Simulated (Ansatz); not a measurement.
TiAl

```xyz
2
Lattice="3.1791 0.0000 0.0000 0.0000 3.1791 0.0000 0.0000 0.0000 3.1791" Properties=species:S:1:pos:R:3 pbc="T T T"
Ti    0.0000    0.0000    0.0000
Al    1.5895    1.5895    1.5895
```

Space group Pm-3m; a structure from a database of computed crystals, not necessarily the ambient phase; computed pressure about −5 GPa in this cell.

Method: Kohn-Sham DFT of a periodic cell, r2SCAN50, Ansatz PAW in Ansatz 0.2.0.

In a PAW calculation such maps are meaningful between the atoms, not at the nuclei.

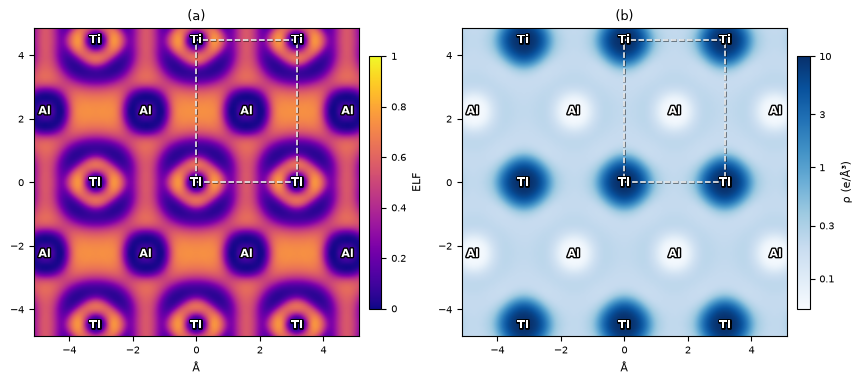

Figure 1. (a) ELF; (b) valence electron density on the (101̄) plane of the conventional cell.

### What does the map show?

The section cuts through Ti and Al sites.
Ti–Al (2.75 Å): the density is about 0.19 e/Å³ at the midpoint; the ELF is about 0.25 at the midpoint (no shared electron pair shows on this line).
Between the atoms the lowest density in this plane is 0.19 e/Å³.
The features right at Ti lie inside the PAW spheres, where the map follows smoothed inner orbitals and isn't to be read closely.

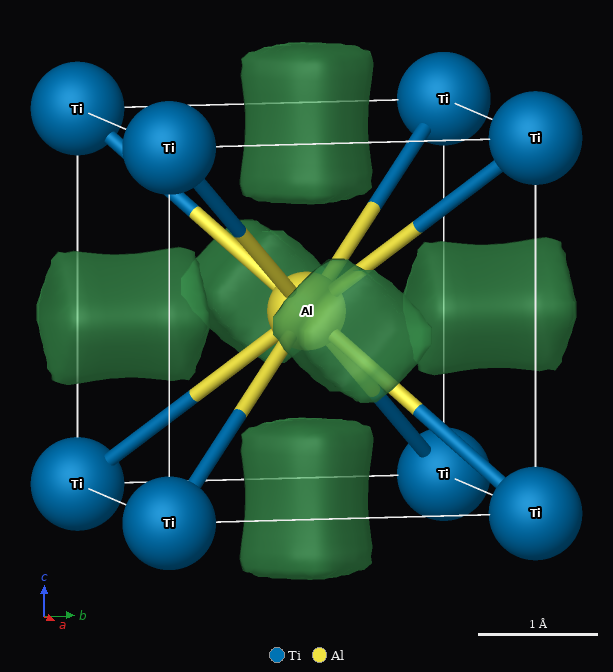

Figure 2. Isosurface of the ELF at 0.65 (green), seen slightly off an axis. Only the valence region is drawn (cores and ρ < 0.01 e/Å³ removed). Sticks mark near contacts.

### Describe the localisation domains.

At this value the surface marks out three pockets between the atoms, centred on no nucleus (multi-centre or interstitial), counted in one cell of 2 atoms. Regions shared between cells count once.

### Metal or insulator at this level of theory?

It is gapless in this calculation (a metal or semimetal).
